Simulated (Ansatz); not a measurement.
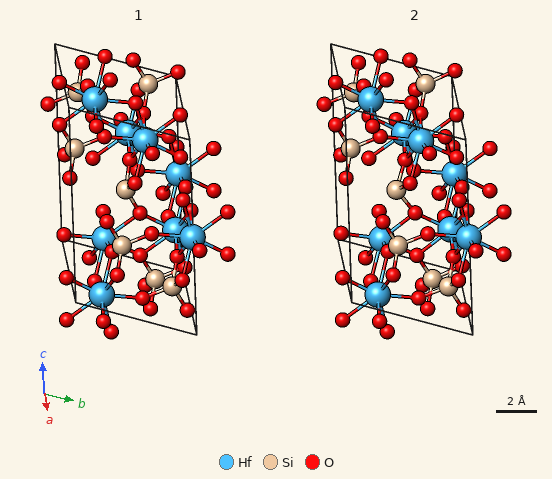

Two geometries of a defect cell of composition Hf₆Si₆O₂₃, drawn at one scale. One is the start of a relaxation, the other its converged end. Style: ball-and-stick. Shown: the cell of the calculation (origin shifted), from a free direction.

Method: Ansatz 0.2.0, DFT PBEsol, scalar-relativistic, plane waves, PAW. Settings: plane-wave cutoff 420 eV; k-point mesh 2 × 2 × 2; occupations gaussian; smearing width 0.02 eV; collinear spin; atoms relaxed in a fixed cell; force threshold 0.03 eV/Å; at most 40 steps.

> Which geometry has the lower energy?

Structure 2 is the relaxed one. The largest move is that of a Si atom, 0.28 Å roughly along [−1 −3 −1]. Largest moves by element: Si 0.28 Å, O 0.10 Å, Hf 0.06 Å. The lattice vectors keep their values. Among the contacts that change: O–Si 1.602 → 1.697 Å, O–Si 1.619 → 1.690 Å, Hf–O 2.254 → 2.300 Å, Hf–O 2.254 → 2.211 Å. Bond angles that change, for instance: O–Si–O 118.6° → 108.3°, O–Si–O 117.5° → 108.3°, Hf–O–Si 148.2° → 154.9°. The energy falls by 0.517 eV per cell of the calculation in 6 geometry steps. The largest force component goes from 3.2 to 0.0081 eV/Å. The program noted that the starting moments weren't kept. The run took 3.7 min on 8 threads of Arm Neoverse N1, on a shared host, peak memory 3 GiB.

Limits of the set-up: the periodic images lie only 6.6 Å apart, so the values are limited by the cell's size.
